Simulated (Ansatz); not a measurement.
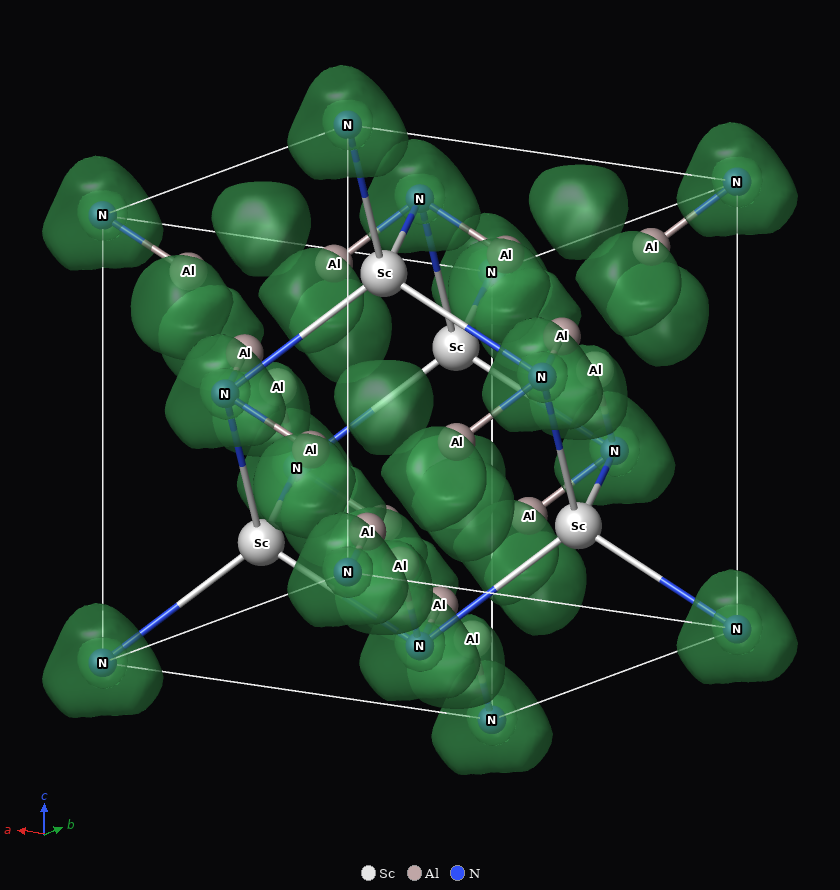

*ScAl4N. Isosurface of the electron localisation function at 0.7 (green), seen at an oblique angle. Core shells and regions of very low density are left out. Sticks mark near contacts.*

Space group F-43m; a structure generated by program, which may or may not match a known phase; spin-polarised.

Method: DFT PBE, scalar-relativistic, plane waves, PAW in Ansatz 0.2.0.

Core electrons are frozen (PAW), and the valence fields are smoothed inside the atomic spheres.

```cif
data_structure
_symmetry_space_group_name_H-M 'P 1'
_symmetry_Int_Tables_number 1
_cell_length_a 8.0218
_cell_length_b 8.0218
_cell_length_c 8.0218
_cell_angle_alpha 90.000
_cell_angle_beta 90.000
_cell_angle_gamma 90.000
_cell_volume 516.20
loop_
_atom_site_label
_atom_site_type_symbol
_atom_site_fract_x
_atom_site_fract_y
_atom_site_fract_z
_atom_site_occupancy
Sc1 Sc 0.25000 0.75000 0.25000 1
Sc2 Sc 0.75000 0.75000 0.75000 1
Sc3 Sc 0.75000 0.25000 0.25000 1
Sc4 Sc 0.25000 0.25000 0.75000 1
Al1 Al 0.63518 0.86482 0.36482 1
Al2 Al 0.13518 0.86482 0.86482 1
Al3 Al 0.13518 0.36482 0.36482 1
Al4 Al 0.63518 0.36482 0.86482 1
Al5 Al 0.86482 0.63518 0.36482 1
Al6 Al 0.36482 0.63518 0.86482 1
Al7 Al 0.36482 0.13518 0.36482 1
Al8 Al 0.86482 0.13518 0.86482 1
Al9 Al 0.86482 0.86482 0.13518 1
Al10 Al 0.36482 0.86482 0.63518 1
Al11 Al 0.36482 0.36482 0.13518 1
Al12 Al 0.86482 0.36482 0.63518 1
Al13 Al 0.63518 0.63518 0.13518 1
Al14 Al 0.13518 0.63518 0.63518 1
Al15 Al 0.13518 0.13518 0.13518 1
Al16 Al 0.63518 0.13518 0.63518 1
N1 N 0.50000 0.50000 0.00000 1
N2 N 0.00000 0.50000 0.50000 1
N3 N 0.00000 0.00000 0.00000 1
N4 N 0.50000 0.00000 0.50000 1
```

Q: Describe the localisation domains.

A: At this value the surface marks out four regions on N in which the atom's valence shell and bonds are merged and 24 pockets between the atoms, centred on no nucleus (multi-centre or interstitial), counted in one cell of 24 atoms. Any copies at cell faces, edges or corners count once. Along the contacts the grid gives the following. Al–N (1.88 Å): the ELF peaks at about 0.90 in the valence shell of N, 0.8 Å from its nucleus, and is about 0.85 at the midpoint. Sc–N (3.47 Å): the ELF is about 0.10 at the midpoint; no shared electron pair shows on this line.

Q: Does the calculation give a band gap?

A: It is gapless in this calculation (a metal or semimetal).
